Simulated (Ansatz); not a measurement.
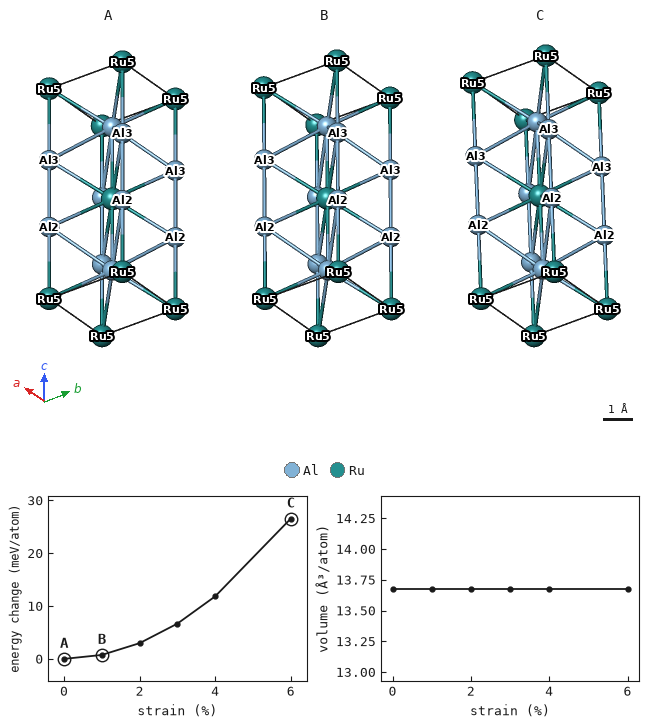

Members of a series of calculations on solid Al₂Ru (set up in I4/mmm), marked on the first curve. A ball-and-stick model of the cell of the calculation, seen from a free direction.

Level of theory: DFT PBEsol, scalar-relativistic, plane waves, PAW (Ansatz). (plane-wave cutoff 420 eV; k-point mesh 12 × 12 × 4; occupations gaussian; smearing width 0.1 eV; no spin polarisation)

Q: Which kind of strain is it, and how does the structure respond?

A: Shear of c along a, cell held, atoms relaxed. A (strain 0.0 %): energy change 0.0 meV/atom, volume 13.68 Å³ per atom. B (strain 1.0 %): energy change 0.7 meV/atom, volume 13.68 Å³ per atom. C (strain 6.0 %): energy change 26.6 meV/atom, volume 13.68 Å³ per atom. The rest compares A with C. The drawn cell changes at constant volume: a = b unchanged at 3.121 Å, c 8.423 → 8.438 Å (+0.2 %), β 90.0° → 86.6°. Among the bonded contacts that change: Al–Al 2.685 → 2.636 to 2.741 Å, Al–Ru 2.582 → 2.533 to 2.631 Å, Al–Ru 2.872 → 2.878 Å.
